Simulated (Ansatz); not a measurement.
The Ansatz input:

```
crystal:
  lattice:
    - [3.8453468584, 0.0, 0.0]
    - [0.0, 3.8453468584, 0.0]
    - [0.0, 0.0, 27.9342143898]
  atoms:
    - { symbol: Al, position: [0.5, 0.0, 0.2684879516] }
    - { symbol: Al, position: [0.0, 0.5, 0.2684879516] }
    - { symbol: Ti, position: [0.5, 0.5, 0.3456586344] }
    - { symbol: Al, position: [0.0, 0.0, 0.3456586344] }
    - { symbol: Al, position: [0.0, 0.5, 0.4228293172] }
    - { symbol: Al, position: [0.5, 0.0, 0.4228293172] }
    - { symbol: Ti, position: [0.0, 0.0, 0.5] }
    - { symbol: Al, position: [0.5, 0.5, 0.5] }
    - { symbol: Al, position: [0.5, 0.0, 0.5771706828] }
    - { symbol: Al, position: [0.0, 0.5, 0.5771706828] }
    - { symbol: Ti, position: [0.5, 0.5, 0.6543413656] }
    - { symbol: Al, position: [0.0, 0.0, 0.6543413656] }
    - { symbol: Al, position: [0.0, 0.5, 0.7315120484] }
    - { symbol: Al, position: [0.5, 0.0, 0.7315120484] }
basis:
  ecutwfc: 420
kpoints:
  mp_grid: { grid: [9, 9, 1] }
hamiltonian:
  xc: pbe
scf:
  occupations: { method: gaussian, width: 0.1 }
output:
  forces: true
  stress: true
  eigenvalues: true
  write_density: true
  write_potential: true
  elf: true
  volumetric_format: npy
efield:
  axis: 3
  dipole_correction: true
  ramp_width: 0.04
```

Launched with:
```bash
ansatz run input.yaml --threads 1 --pin off --max-ram 2560MiB --backend cpu --events-out ev --progress --plain --runs-dir out
```

What does the potential across the slab give for the work function?

The work function is 4.21 eV, the same on both faces. The two vacuum levels agree, so the slab has no net dipole along its normal. The outermost atoms are 12.9 Å apart, which leaves 15.0 Å of vacuum in a cell 27.9 Å high.

The atoms aren't at rest in this cell (largest force 0.6 eV/Å), so the relaxed material can differ.

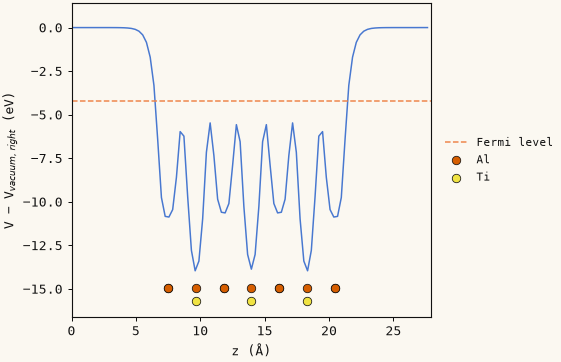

Plane-averaged electrostatic potential energy of an electron across the slab; circles at the bottom mark the heights of the atoms.
